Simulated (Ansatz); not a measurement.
**Geometry relaxation, with input and output: C48HSi47 (charge +1) (part 3 of 3)**

The same run, continued: C48HSi47 (defect cell, 96 atoms in the cell, total charge +1); DFT, PBEsol, PAW, plane waves (Ansatz 0.2.0); cutoff 420 eV, 1×1×1 k-mesh, Fermi–Dirac smearing of 0.01 eV. 

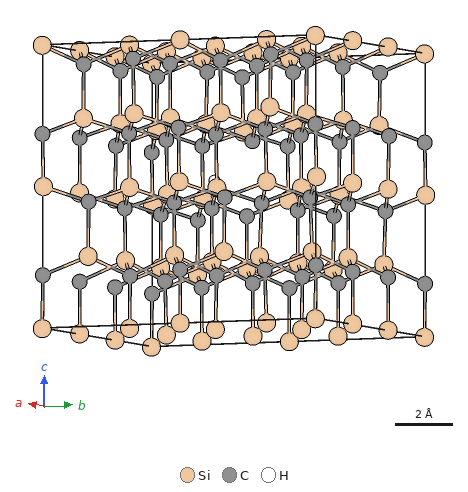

Fig. 1: The input geometry (ball-and-stick view of the cell of the calculation, seen at an oblique angle).

### Log, continued
```
--- Charged-cell corrections in eV (Makov–Payne, q = +1.000 e, ε = 9.700) ---
  F (periodic)     = -41095.496594  (uncorrected; the corrections below are reported, never added to it)
  E_corr1          = +0.210028  (monopole, q²α_M/2εL)
  F Makov-Payne    = -41095.286567  (F + E_corr1; no measured alignment; for a localised charge, not one spread in a band: unchecked)
--- Band table (eV) ---
  k-point 0 ↑: bands = ["-5.9494", "-5.4262", "-5.3533", "-5.2204", "-4.8329", "-4.7221", "-4.6312", "-4.3796", "-4.2023", "-4.1307", ... 77 levels left out ..., "3.8755", "3.9158", "4.0054", "4.0368", "4.0941", "4.1264", "4.1590", "4.1939", "4.3651", "4.4640", "4.6078", "4.6797", "4.7121", "4.7701", "4.8460", "4.9400", "4.9886", "5.0947", "5.2111", "5.2663", "5.2973", "5.3260", "5.4079", "5.4409", "5.4773", "5.5050", "5.5383", "5.5715", "5.5821",
      "5.6271", "5.7076", "5.7221", "5.7550", "5.7823", "5.8031", "5.8334", "5.8718", "5.9313", "5.9977", "6.0833", "6.1212", "6.1756", "6.2236", "6.2949", "6.3326", "6.3815", "6.4260", "6.4945", "6.5150", "6.5384", "6.5865", "6.6182", "6.6307", "6.6940", "6.7325", "6.7959", "6.8628", "6.9292", "6.9621", "6.9927", "7.0279", "7.0605", "7.0845", "7.1118", "7.1844", "7.1897", "7.2279", "7.2708", "7.3114",
      "7.3306", "7.3588", "7.3896", "7.4136", "7.4633", "7.4918", "7.5080", "7.5332", "7.5756", "7.6013", "7.6303", "7.6627", "7.7140", "7.7565", "7.8205", "7.8502", "7.9012", "7.9142", "7.9713", "8.0349", "8.0952", "8.1211", "8.1590", "8.2273", "8.3227", "8.3965", "8.4586", "8.4965", "8.5854", "8.6113", "8.6779", "8.8011", "8.9177", "9.0649", "9.4816", "9.7554", "11.9105", "12.1074", "12.1706", "12.2611",
      "12.3968", "12.5669", "12.7897", "12.8433", "12.9560", "12.9732", "13.0673", "13.0887", "13.1561", "13.2183", "13.3169", "13.3526", "13.5393", "13.5879", "13.7155", "13.7952", "13.9326", "14.0169", "14.1140", "14.2134", "14.2442", "14.2820", "14.3218", "14.3735", "14.4016", "14.4436", "14.4915", "14.5587", "14.5898", "14.7103", "14.7650", "14.8324", "14.9624", "14.9923", "15.0589", "15.1216", "15.1721", "15.2063", "15.2212", "15.2723",
      "15.3549", "15.3941", "15.4728", "15.5163", "15.5382", "15.5631", "15.5841", "15.6082", "15.6339", "15.7266", "15.7697", "15.7874", "15.8571", "15.9136", "15.9301", "16.0179", "16.1013", "16.1360", "16.1672", "16.2588", "16.2853", "16.3406", "16.3742", "16.3815", "16.4355", "16.4710", "16.5030", "16.5603", "16.6309", "16.6778", "16.7210", "16.7438", "16.7673", "16.8194", "16.8423", "16.8528", "16.8816", "16.9504", "16.9914", "17.0129",
      "17.0618", "17.1106", "17.1272", "17.1834", "17.1986", "17.2273", "17.2602", "17.2861", "17.3184", "17.3661", "17.4037"]
  k-point 0 ↓: bands = ["-5.9487", "-5.4276", "-5.3517", "-5.2193", "-4.8321", "-4.7238", "-4.6267", "-4.3804", "-4.1996", "-4.1329", ... 77 levels left out ..., "3.8764", "3.9146", "4.0048", "4.0365", "4.0960", "4.1254", "4.1608", "4.1940", "4.3657", "4.4607", "4.6083", "4.6791", "4.7118", "4.7737", "4.8468", "4.9404", "4.9894", "5.0952", "5.2102", "5.2697", "5.2997", "5.3258", "5.4090", "5.4427", "5.4794", "5.5057", "5.5394", "5.5716", "5.5850",
      "5.6277", "5.7060", "5.7220", "5.7566", "5.7820", "5.8027", "5.8331", "5.8724", "5.9348", "5.9931", "6.0850", "6.1208", "6.1783", "6.2258", "6.2969", "6.3343", "6.3781", "6.4252", "6.4963", "6.5153", "6.5399", "6.5866", "6.6186", "6.6346", "6.6931", "6.7372", "6.7951", "6.8602", "6.9328", "6.9626", "6.9939", "7.0293", "7.0582", "7.0837", "7.1117", "7.1855", "7.1909", "7.2296", "7.2700", "7.3120",
      "7.3304", "7.3609", "7.3898", "7.4131", "7.4639", "7.4967", "7.5077", "7.5321", "7.5781", "7.5993", "7.6291", "7.6661", "7.7179", "7.7620", "7.8200", "7.8479", "7.9006", "7.9174", "7.9707", "8.0354", "8.0920", "8.1238", "8.1627", "8.2269", "8.3197", "8.3916", "8.4624", "8.4933", "8.5790", "8.6096", "8.6760", "8.7819", "8.9436", "9.0379", "9.4350", "9.7447", "11.9103", "12.1065", "12.1702", "12.2604",
      "12.3956", "12.5673", "12.7883", "12.8428", "12.9563", "12.9733", "13.0678", "13.0892", "13.1562", "13.2152", "13.3165", "13.3528", "13.5370", "13.5886", "13.7137", "13.7957", "13.9309", "14.0161", "14.1147", "14.2135", "14.2455", "14.2828", "14.3193", "14.3724", "14.4023", "14.4434", "14.4906", "14.5611", "14.5899", "14.7087", "14.7644", "14.8317", "14.9633", "14.9920", "15.0571", "15.1228", "15.1733", "15.2062", "15.2214", "15.2710",
      "15.3563", "15.3952", "15.4724", "15.5146", "15.5386", "15.5619", "15.5842", "15.6082", "15.6321", "15.7253", "15.7703", "15.7855", "15.8542", "15.9158", "15.9313", "16.0170", "16.1013", "16.1360", "16.1689", "16.2571", "16.2853", "16.3399", "16.3746", "16.3826", "16.4355", "16.4695", "16.5035", "16.5630", "16.6306", "16.6777", "16.7190", "16.7442", "16.7670", "16.8179", "16.8413", "16.8534", "16.8801", "16.9507", "16.9927", "17.0120",
      "17.0640", "17.1096", "17.1262", "17.1840", "17.1997", "17.2271", "17.2605", "17.2870", "17.3174", "17.3648", "17.4057"]
--- Relaxed structure (13 steps of the walk, 13 accepted, 0 SCFs on fresh bases) ---
  F+E_penalty+E_count = -41095.49659413 eV   max|allowed force component| = 2.225e-2 eV/Å
  atoms:
    - { symbol: Si, position: [-0.00036760140229454046, -0.002696442129656408, 0.5005901134990945] }
    - { symbol: Si, position: [0.33360881402105025, 0.9975042388497971, 0.49987061609483463] }
    - { symbol: Si, position: [0.16889105306995933, 0.24703947333850554, 0.5018144480366877] }
    - { symbol: Si, position: [-0.00048340120608587065, 0.5026422882750552, 0.5024766154686651] }
    - { symbol: Si, position: [0.6669148299958142, 0.9982768956376742, 0.5003693995958427] }
    - { symbol: Si, position: [0.49832599353397455, 0.24741464852162456, 0.5015961621459143] }
    - { symbol: Si, position: [0.16378625375343522, 0.7469057181801947, 0.5018668062313578] }
    - { symbol: Si, position: [0.8332039973983089, 0.24826404358308915, 0.5002722127202639] }
    - { symbol: Si, position: [0.6651831971146862, 0.5018307442594651, 0.5023158391703904] }
    - { symbol: Si, position: [0.5018691663350849, 0.7476234942803832, 0.5016055285238449] }
    - { symbol: Si, position: [0.8328100608673835, 0.7496611308360116, 0.4997908192096515] }
    - { symbol: Si, position: [0.00043092519865557525, 0.16516992893956023, 0.24876633861050382] }
    - { symbol: Si, position: [0.3335696317413464, 0.1649000927280397, 0.2486815873750472] }
    - { symbol: Si, position: [0.16501721632455543, 0.41458762475802746, 0.24704550618775406] }
    - { symbol: Si, position: [0.9996694995730363, 0.6653385480107714, 0.2486681124290488] }
    - { symbol: Si, position: [0.6669623782200588, 0.16534546472445427, 0.24915254342417498] }
    - { symbol: Si, position: [0.5017084311052717, 0.4145506155041209, 0.24780821555415147] }
    - { symbol: Si, position: [0.333323350363197, 0.6659214101878693, 0.2475312506025926] }
    - { symbol: Si, position: [0.16700650806267855, 0.9148488121748591, 0.24878894610923422] }
    - { symbol: Si, position: [0.833277826032148, 0.4151461344505995, 0.248307014378674] }
    - { symbol: Si, position: [0.6669165449814756, 0.6653523757482696, 0.24858579443384046] }
    - { symbol: Si, position: [0.5001709439342072, 0.9149650064790923, 0.24918888719691942] }
    - { symbol: Si, position: [0.8335228595233721, 0.9154881607858385, 0.2491259788798299] }
    - { symbol: Si, position: [0.16663445240734145, 0.08145486011891766, 0.7498484395177247] }
    - { symbol: Si, position: [0.9998232060628167, 0.3319131992321766, 0.7496249417159784] }
    - { symbol: Si, position: [0.4998488765765041, 0.08143858349981555, 0.7499583249572334] }
    - { symbol: Si, position: [0.3333519669154274, 0.3312697066904954, 0.7510427684033796] }
    - { symbol: Si, position: [0.16626545418111227, 0.5820630038049341, 0.7510061781015437] }
    - { symbol: Si, position: [-0.0005961926787055821, 0.8320793596076483, 0.750035537461299] }
    - { symbol: Si, position: [0.8332112596317017, 0.08201410518899634, 0.7498971230524091] }
    - { symbol: Si, position: [0.6667117785155438, 0.3318237907618514, 0.7497565617090591] }
    - { symbol: Si, position: [0.5002178006988407, 0.582279968851843, 0.7512886326955752] }
    - { symbol: Si, position: [0.33307470684054613, 0.8318846361935653, 0.7496850272672535] }
    - { symbol: Si, position: [0.833097208590172, 0.5827004295146129, 0.7501568746462014] }
    - { symbol: Si, position: [0.666690154193145, 0.8322243479508195, 0.7500171182503671] }
    - { symbol: Si, position: [1.0000481350853563, 0.9985185971946118, 0.9993203879752823] }
    - { symbol: Si, position: [0.3334531209556314, 0.9982948998334865, -0.0006907046336061476] }
    - { symbol: Si, position: [0.16677316830130978, 0.24806655231885819, 0.998719962095515] }
    - { symbol: Si, position: [0.9995402015989227, 0.4987875301513786, 0.9985848398370539] }
    - { symbol: Si, position: [0.6668001884154291, -0.0013204428305260492, -0.0004808414583743512] }
    - { symbol: Si, position: [0.5001775838486716, 0.24814915466432103, 0.9989117513268176] }
    - { symbol: Si, position: [0.3333140579004751, 0.49827584385688156, 0.9987720959257329] }
    - { symbol: Si, position: [0.1663740940497792, 0.7485336125516215, 0.9987198346141336] }
    - { symbol: Si, position: [0.8334737196561627, 0.24853277545537625, -0.0008015767364420237] }
    - { symbol: Si, position: [0.6670577450549001, 0.4987436708651748, 0.9988706535309114] }
    - { symbol: Si, position: [0.5002993276979385, 0.7487033194961484, -0.001023345698845318] }
    - { symbol: Si, position: [0.8332886518925855, 0.7488049023485461, -0.0005376897718817586] }
    - { symbol: C, position: [1.0002118213624465, 0.998461975720339, 0.18677349707765278] }
    - { symbol: C, position: [0.33351584563844194, 0.9981746509343559, 0.18675414715991076] }
    - { symbol: C, position: [0.16705246973219948, 0.247623189355466, 0.1855718410029184] }
    - { symbol: C, position: [-0.0008416945594364135, 0.49923462776691074, 0.18530886234689684] }
    - { symbol: C, position: [0.6667906415757523, -0.001427741622113217, 0.18700235043587804] }
    - { symbol: C, position: [0.5000977863964429, 0.2476059571902354, 0.1858425173143185] }
    - { symbol: C, position: [0.3333659748746676, 0.4979751211045875, 0.18814794321947326] }
    - { symbol: C, position: [0.16568768819001878, 0.7485836090878896, 0.18572045969087533] }
    - { symbol: C, position: [0.8335773718987579, 0.24851487704140177, 0.18681857882203473] }
    - { symbol: C, position: [0.6675018235897863, 0.4991494995503994, 0.18573155881619333] }
    - { symbol: C, position: [0.5007779811707754, 0.7486500065570902, 0.1860082334535783] }
    - { symbol: C, position: [0.8333613570625079, 0.7489152697629271, 0.186786979867838] }
    - { symbol: C, position: [0.9998007320331621, 0.9985740801006704, 0.6870732788674534] }
    - { symbol: C, position: [0.33321283487473585, -0.001725547397736291, 0.6868195097768928] }
    - { symbol: C, position: [0.16688617806999687, 0.24843417915012578, 0.6876695809529182] }
    - { symbol: C, position: [-0.00019911315978696442, 0.49904880533069557, 0.6878839411406628] }
    - { symbol: C, position: [0.6666625766788477, -0.0013660995795658102, 0.6869777156087326] }
    - { symbol: C, position: [0.4998377642306711, 0.24828386412901246, 0.6877477487423181] }
    - { symbol: C, position: [0.33353699925088437, 0.4984700190317933, 0.6945727571611492] }
    - { symbol: C, position: [0.16609428865762346, 0.7483670832680606, 0.6878179018805706] }
    - { symbol: C, position: [0.8333098579492578, 0.24863159782435076, 0.6868810944772339] }
    - { symbol: C, position: [0.6667097399496199, 0.49895965357444244, 0.6879946200597756] }
    - { symbol: C, position: [0.500077186849754, 0.7484261147663018, 0.6878080164195179] }
    - { symbol: C, position: [0.8329932754152172, 0.7489315712383505, 0.6867210075130074] }
    - { symbol: C, position: [1.0007445971375926, 0.16461093536543245, 0.43700199847302407] }
    - { symbol: C, position: [0.3336181612412526, 0.1642815722316151, 0.43694477094647] }
    - { symbol: C, position: [0.14789738295457547, 0.4070301993573996, 0.43025957998213654] }
    - { symbol: C, position: [-0.0013845374193671796, 0.6663392360346629, 0.43687720685914305] }
    - { symbol: C, position: [0.6674053220895516, 0.1652077244242243, 0.4372341343323387] }
    - { symbol: C, position: [0.5188803284648177, 0.4065701039226577, 0.4305303822846595] }
    - { symbol: C, position: [0.33262175598189153, 0.6820020110915478, 0.43041747576891637] }
    - { symbol: C, position: [0.1672223261973311, 0.9146688826250869, 0.4368718447697812] }
    - { symbol: C, position: [0.8339095579479779, 0.41471823402047825, 0.43660876026243334] }
    - { symbol: C, position: [0.6671850215258642, 0.6660082298885521, 0.436833326488101] }
    - { symbol: C, position: [0.500521647453959, 0.9153195742270482, 0.43729573068297933] }
    - { symbol: C, position: [0.8333626201628658, 0.9158495319789893, 0.4371527420374025] }
    - { symbol: C, position: [0.16676389781474374, 0.08140144525916368, 0.9372989977345706] }
    - { symbol: C, position: [0.000122364744088558, 0.33192348401376615, 0.9372535967352094] }
    - { symbol: C, position: [0.5000314864958125, 0.08147132376114008, 0.9374505480172936] }
    - { symbol: C, position: [0.333492185925788, 0.3313237318652159, 0.938376323923959] }
    - { symbol: C, position: [0.16648183510823672, 0.5818670967181163, 0.9382198068394612] }
    - { symbol: C, position: [0.9997485181066189, 0.8319654163997415, 0.9374214082402345] }
    - { symbol: C, position: [0.8334309070879475, 0.0819140055701255, 0.9375670676314013] }
    - { symbol: C, position: [0.6667560720289366, 0.3319135819974701, 0.9374329414082265] }
    - { symbol: C, position: [0.5003138655081687, 0.5819802905521687, 0.938675663236047] }
    - { symbol: C, position: [0.33328841179369223, 0.8316376437386914, 0.9373718046526127] }
    - { symbol: C, position: [0.8332664241981667, 0.5823834660730521, 0.9371603816023892] }
    - { symbol: C, position: [0.6668403334021212, 0.8321213747571965, 0.9375411989650874] }
    - { symbol: H, position: [0.33444598138209414, 0.49890672479525944, 0.5849365356556757] }
--- Löwdin populations: 96 sites ---
  site symbol       q [e]    m [muB]
     0     Si      2.9439     0.0006
     1     Si      2.9409    -0.0002
     2     Si      2.9422    -0.0057
     3     Si      2.9418    -0.0074
     4     Si      2.9420    -0.0028
     5     Si      2.9433     0.0021
     6     Si      2.9412     0.0048
     7     Si      2.9419    -0.0012
     8     Si      2.9466     0.0043
     9     Si      2.9420     0.0050
    10     Si      2.9375     0.0005
    11     Si      2.9516    -0.0009
    12     Si      2.9475    -0.0005
    13     Si      2.9518    -0.0051
    14     Si      2.9458    -0.0003
    15     Si      2.9506    -0.0005
    16     Si      2.9507     0.0013
    17     Si      2.9533     0.0042
    18     Si      2.9508    -0.0004
    19     Si      2.9505    -0.0002
    20     Si      2.9460     0.0001
    21     Si      2.9512     0.0002
    22     Si      2.9512    -0.0006
    23     Si      2.9514    -0.0002
    24     Si      2.9481    -0.0001
    25     Si      2.9517    -0.0003
    26     Si      2.9381    -0.0009
    27     Si      2.9382    -0.0004
    28     Si      2.9518    -0.0004
    29     Si      2.9514    -0.0002
    30     Si      2.9484    -0.0000
    31     Si      2.9374     0.0010
    32     Si      2.9487    -0.0000
    33     Si      2.9498     0.0001
    34     Si      2.9511     0.0000
    35     Si      2.9382    -0.0004
    36     Si      2.9379    -0.0002
    37     Si      2.9374    -0.0001
    38     Si      2.9364     0.0004
    39     Si      2.9386    -0.0002
    40     Si      2.9372    -0.0004
    41     Si      2.9433    -0.0003
    42     Si      2.9371    -0.0007
    43     Si      2.9397    -0.0003
    44     Si      2.9362    -0.0001
    45     Si      2.9374    -0.0004
    46     Si      2.9367    -0.0002
    47      C      4.9534     0.0043
    48      C      4.9559     0.0025
    49      C      4.9527     0.0095
    50      C      4.9532     0.0042
    51      C      4.9532     0.0032
    52      C      4.9515     0.0040
    53      C      4.9117     0.0018
    54      C      4.9499     0.0005
    55      C      4.9565     0.0025
    56      C      4.9537    -0.0037
    57      C      4.9517    -0.0054
    58      C      4.9557     0.0019
    59      C      4.9580     0.0024
    60      C      4.9576     0.0014
    61      C      4.9588     0.0035
    62      C      4.9603     0.0033
    63      C      4.9573     0.0021
    64      C      4.9575     0.0013
    65      C      4.9145    -0.0005
    66      C      4.9587    -0.0001
    67      C      4.9575     0.0014
    68      C      4.9586    -0.0006
    69      C      4.9583    -0.0010
    70      C      4.9593     0.0011
    71      C      4.9260     0.0231
    72      C      4.9601     0.0008
    73      C      4.7098     0.2238
    74      C      4.9712     0.0040
    75      C      4.9358     0.0012
    76      C      4.7377    -0.0956
    77      C      4.7170    -0.2026
    78      C      4.9315    -0.0047
    79      C      4.8948     0.0044
    80      C      4.9657     0.0025
    81      C      4.9402    -0.0132
    82      C      4.9620     0.0082
    83      C      4.9673     0.0033
    84      C      4.9677     0.0022
    85      C      4.9672     0.0024
    86      C      4.9711    -0.0002
    87      C      4.9716     0.0002
    88      C      4.9670     0.0016
    89      C      4.9674     0.0011
    90      C      4.9678     0.0007
    91      C      4.9705     0.0015
    92      C      4.9671     0.0004
    93      C      4.9703     0.0012
    94      C      4.9670     0.0003
    95      H      0.7878     0.0001
  spilling = 0.009728 (of n_electrons = 380.000000)
```

### Summary

```tsv
quantity	value
outcome	converged
electrons treated	380
free energy	−41095.4966 eV
Fermi energy	9.250 eV
largest force (length of the vector) at the end	0.027 eV/Å
hardware	7 threads of Arm Neoverse-V2, shared host
wall time	6.2 min (CPU time 41 min)
peak memory	3.2 GiB
```

Warnings of the run: some starting moments were not kept. The k-point mesh is coarse for a cell of this size, so the results may not be converged.
